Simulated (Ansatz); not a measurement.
# Run report: HfN, single-point calculation

- system: HfN (P6₃/mmc, 4 atoms in the cell)
- method: DFT PBEsol, scalar-relativistic, plane waves, PAW, no spin polarisation (Ansatz 0.2.0)

The structure derives from a Materials Project entry. It belongs to a series of runs on one base structure; here: the same crystal in its conventional cell. Figures and captions count atoms from 1; the log counts them from 0 in places.

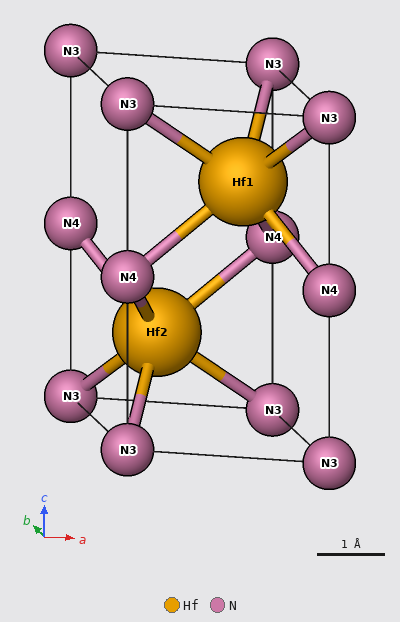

The structure (ball-and-stick view of the cell of the calculation, seen slightly off an axis; atoms are numbered from 1 in the order of the input). An atom can appear more than once, as a periodic image.

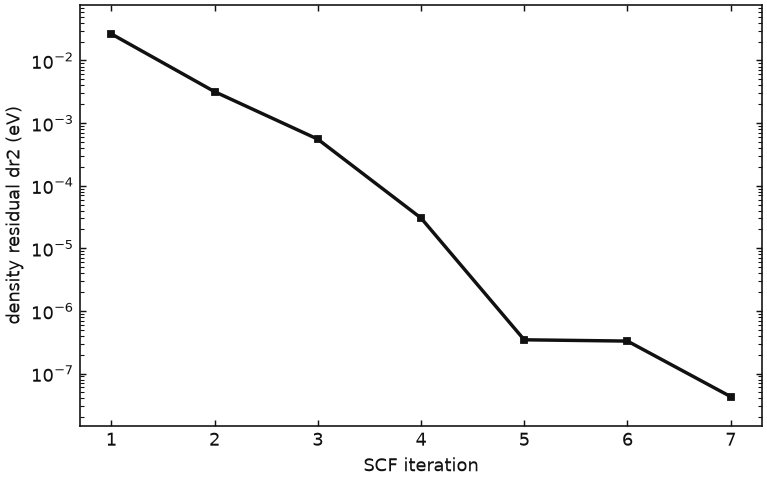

Convergence of the self-consistent field: density residual dr2 against the SCF iteration. The residual falls at every step.

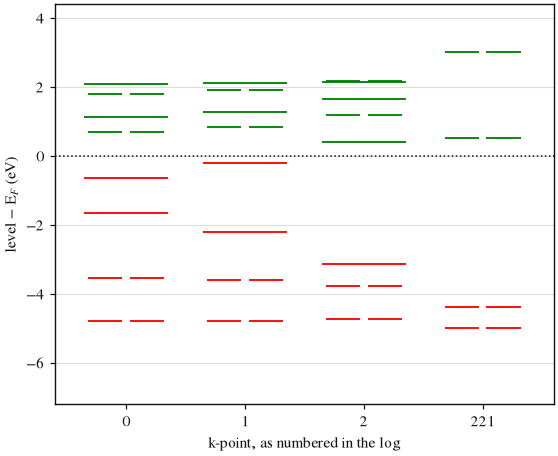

Kohn–Sham levels near the Fermi level (dotted) at the few k-points that the log prints; levels within 0.02 eV of each other stand side by side. The system is metallic on the full mesh.

The input and output of the run follow.

The input:
```yaml
crystal:
  lattice:
    - [3.1277073043, 0.0, 0.0]
    - [-1.5638536522, 2.7086739812, 0.0]
    - [0.0, 0.0, 5.3909359289]
  atoms:
    - { symbol: Hf, position: [0.6666666667, 0.3333333333, 0.75] }
    - { symbol: Hf, position: [0.3333333333, 0.6666666667, 0.25] }
    - { symbol: "N", position: [0.0, 0.0, 0.0] }
    - { symbol: "N", position: [0.0, 0.0, 0.5] }
basis:
  ecutwfc: 420
kpoints:
  mp_grid: { grid: [18, 18, 10] }
hamiltonian:
  xc: pbesol
scf:
  occupations: { method: gaussian, width: 0.1 }
output:
  forces: true
  stress: true
  eigenvalues: true
```

Launched with:
```bash
ansatz run input.yaml --threads 1 --pin off --max-ram 2560MiB --backend cpu --events-out ev --progress --plain --runs-dir out
```

The program's output:
```
Engine: ansatz 0.2.0, x86_64-unknown-linux-gnu
Pseudopotentials: kind: paw
Pseudopotential: Hf, paw, valence charge 26, recommended cutoff 420 eV (normal), Hf.paw.azcp
Pseudopotential: N, paw, valence charge 5, recommended cutoff 420 eV (normal), N.paw.azcp
Functional definition: PBEsol
  exchange = pbesol_x
  correlation = pbesol_c
Crystal: 4 atoms, lattice volume = 45.672 Å³
Basis set: ecut = 420 eV, 895 PW (Γ), exchange–correlation on 48×48×80 points (8 copies of the dense FFT grid, shifted against one another)
Bands: 38, of which v1, the nominal top of the filled ones, is band 31 counted from 1 (30 counted from 0)
Symmetry: 24 space group operations
Space group: P63/mmc (ITA 194), of the structure as read, at distance tolerance 3.6e-5 Å
k-points: 222 of 3240
Non-local potential: Hf, projectors of the file, l = 0: 3, l = 1: 2, l = 2: 2, l = 3: 3
Non-local potential: N, projectors of the file, l = 0: 2, l = 1: 2, l = 2: 1
PAW form: soft (Blöchl's): semilocal exchange-correlation on the pseudo side does not see the compensation charge
PAW frozen core: Hf, regenerated for the run's functional, and the local potential with it (the file was generated under x = pbe(κ = 0.804, μ = 0.2195149727645171), c = pbe(β = 0.06672455060314922))
PAW frozen core: N, regenerated for the run's functional, and the local potential with it (the file was generated under x = pbe(κ = 0.804, μ = 0.2195149727645171), c = pbe(β = 0.06672455060314922))
PAW one-centre angular grid: Hf, 590 points (default); XC on 64 Gauss nodes
PAW one-centre angular grid: N, 110 points (default); XC on 64 Gauss nodes
Initial density: superposition of atomic densities (neutral atoms: chi_scale 0, normalization atom), corrected by the library's trained network
Initial wavefunctions: pseudopotential atomic-orbital guess
Functional: x = pbesol(κ = 0.804, μ = 0.12345679012345678), c = pbesol(β = 0.046)
SCF iter   1: F=—  HF=-31960.407394 eV  |F-HF|=—  |Δ(HF+E_count)|=         —  Δρ=8.53e-3  dr2=2.66e-2  ethr=1.77e-3  ⟨swp⟩=5.1  Hψ=27067  notcnv=0  defer=49
preconditioner: auto → Kerker (q_TF=auto, 2.871 Å⁻¹)  [metal: Δε(μ)=0.011 eV  Ē_g=18.360 eV  σ=0.100 eV  W_gap=0.06  n_scr=22 (ndim 8)  ℏωp=41.8 eV  f_vac=0.000  D(μ)=0.63/eV (n_scr^D=2)]
SCF iter   2: F=—  HF=-31960.401832 eV  |F-HF|=—  |Δ(HF+E_count)|=   5.56e-3  Δρ=3.27e-3  dr2=3.18e-3  ethr=4.29e-5  ⟨swp⟩=2.0  Hψ=11535  notcnv=0  defer=105
SCF iter   3: F=—  HF=-31960.401497 eV  |F-HF|=—  |Δ(HF+E_count)|=   3.35e-4  Δρ=1.22e-3  dr2=5.54e-4  ethr=5.13e-6  ⟨swp⟩=2.0  Hψ=12490  notcnv=0  defer=105
SCF iter   4: F=—  HF=-31960.401406 eV  |F-HF|=—  |Δ(HF+E_count)|=   9.11e-5  Δρ=2.58e-4  dr2=3.05e-5  ethr=8.94e-7  ⟨swp⟩=2.0  Hψ=14912  notcnv=0  defer=105
SCF iter   5: F=—  HF=-31960.401396 eV  |F-HF|=—  |Δ(HF+E_count)|=   1.01e-5  Δρ=3.29e-5  dr2=3.46e-7  ethr=4.93e-8  ⟨swp⟩=2.0  Hψ=13305  notcnv=0  defer=105
SCF iter   6: F=—  HF=-31960.401396 eV  |F-HF|=—  |Δ(HF+E_count)|=   1.43e-7  Δρ=3.25e-5  dr2=3.30e-7  ethr=1.61e-10  ⟨swp⟩=10.2  Hψ=47795  notcnv=0
SCF iter   7: F=-31960.401395 eV  HF=-31960.401395 eV  |F-HF|=2.06e-8  |Δ(HF+E_count)|=   1.53e-7  Δρ=1.09e-5  dr2=4.28e-8  ethr=1.61e-10  ⟨swp⟩=3.9  Hψ=39371  notcnv=0
SCF 1 converged in 7 iterations: F = -31960.401395 eV  dr2 = 4.28e-8
  greatest PAW one-centre occupation: 0.998 electrons in one spin orbital (limit 2), on the Hf atom at site 1 (counted from 0), in its partial waves of l = 3
SCF converged after 7 iterations
Free energy (F): -31960.401395 eV
Harris-Foulkes:  -31960.401395 eV  (|F-HF|=2.06e-8)
Internal energy: -31960.398198 eV  (E = F + TS)
E sigma→0 (E₀):  -31960.399797 eV
Entropy (-TS):   -0.003197 eV (-0.799 meV/atom)
Fermi energy:    23.495662 eV
--- Per-component energies (eV) ---
  E_band       = 369.420858
  E_kinetic    = 1114.446340
  E_local      = -9400.947941  (includes V_loc(G=0)·N_el)
  E_nonlocal   = -2385.102594
  E_hartree    = 4464.277551
  E_xc         = -718.025922
  E_vxc        = -689.016148  (∫ρ·V_xc dr)
  E_paw        = -13859.489322  (= ΣΔE_a)
  E_vpaw       = 2801.501731  (= ΣTr[D̂ρ^β])
  E_aug_tail   = 0.000187  (compensation charges beyond the density's cutoff)
  E_ewald      = -11178.114877
  E_core_change = 2.558381  (= ΣΔE_core)
  E_smearing   = -0.003197  (= −TS)
  E_closure    = -0.000000  (closes the sum)
  Σ components = -31960.401395   (vs F -31960.401395, Δ=0.00e0)
--- Forces (eV/Å), atoms counted from 1 ---
  atom   1  Hf     0.00000000    -0.00000000     0.00000000
  atom   2  Hf    -0.00000000     0.00000000     0.00000000
  atom   3  N     -0.00000000     0.00000000     0.00000000
  atom   4  N      0.00000000     0.00000000    -0.00000000
  max |Σ_I F_I| component: 4.63e-17 eV/Å
--- Stress (GPa, compression-positive) ---
       -0.129754       0.000000       0.000000
        0.000000      -0.129754       0.000000
        0.000000       0.000000       0.104854
  P = ⅓ Tr σ = -0.0516 GPa (-0.516 kbar)
--- Band table (eV; the first three rows and the last of 222) ---
  k-point 0: bands = ["-38.7615", "-38.7102", "-8.1642", "-7.2568", "-7.1651", "-7.1651", "-7.1014", "-7.1014", "6.3222", "9.2797", "11.2937", "11.2976", "11.3076", "11.3076", "11.3578", "11.3711", "11.3711", "11.3726", "11.3726", "11.3931", "11.3931", "11.4439", "11.4459", "11.4863", "14.8206", "18.7023", "18.7023", "19.9427", "19.9427", "21.8368", "22.8553", "24.1794", "24.1794", "24.6216", "25.2962", "25.2962", "25.5787", "29.1809"]
  k-point 1: bands = ["-38.7603", "-38.7115", "-8.1439", "-7.2813", "-7.1636", "-7.1636", "-7.1030", "-7.1030", "6.3812", "9.1780", "11.2971", "11.2989", "11.3078", "11.3078", "11.3581", "11.3653", "11.3653", "11.3747", "11.3747", "11.3971", "11.3971", "11.4439", "11.4459", "11.4737", "14.9676", "18.7133", "18.7133", "19.8772", "19.8772", "21.2818", "23.2930", "24.3121", "24.3121", "24.7567", "25.3893", "25.3893", "25.5940", "29.0570"]
  k-point 2: bands = ["-38.7567", "-38.7151", "-8.0845", "-7.3515", "-7.1590", "-7.1590", "-7.1075", "-7.1075", "6.5541", "8.9002", "11.3027", "11.3053", "11.3085", "11.3085", "11.3541", "11.3541", "11.3590", "11.3804", "11.3804", "11.4029", "11.4029", "11.4441", "11.4447", "11.4457", "15.3762", "18.7489", "18.7489", "19.7076", "19.7076", "20.3664", "23.8798", "24.6793", "24.6793", "25.1260", "25.6297", "25.6599", "25.6599", "28.7095"]
  k-point 221: bands = ["-38.6758", "-38.6758", "-7.8200", "-7.8200", "-7.7793", "-7.7793", "-7.3445", "-7.3445", "8.4236", "8.4236", "11.3493", "11.3493", "11.3524", "11.3524", "11.3639", "11.3639", "11.3777", "11.3777", "11.3814", "11.3814", "11.4137", "11.4137", "11.4654", "11.4654", "16.2174", "16.2174", "18.4903", "18.4903", "19.1163", "19.1163", "24.0172", "24.0172", "26.5078", "26.5078", "29.4386", "29.4386", "29.6781", "29.6781"]
```

Summary:

```json
{"quantity": "outcome", "value": "converged"}
{"quantity": "space group (tolerance 0.01 Å)", "value": "P6₃/mmc (194)"}
{"quantity": "electrons treated", "value": "62"}
{"quantity": "free energy", "value": "−31960.4014 eV"}
{"quantity": "Fermi energy", "value": "23.496 eV"}
{"quantity": "gap on the k-point mesh", "value": "none (metallic)"}
{"quantity": "pressure", "value": "−0.05 GPa"}
{"quantity": "largest force (length of the vector)", "value": "under 0.001 eV/Å"}
{"quantity": "hardware", "value": "1 thread of Intel Xeon @ 2.50GHz (Skylake/Cascade Lake), 32 GiB of memory available, shared host"}
{"quantity": "wall time", "value": "27 s"}
{"quantity": "peak memory", "value": "0.58 GiB"}
```

Remarks:

Spin–orbit coupling is left out, which matters for Hf.
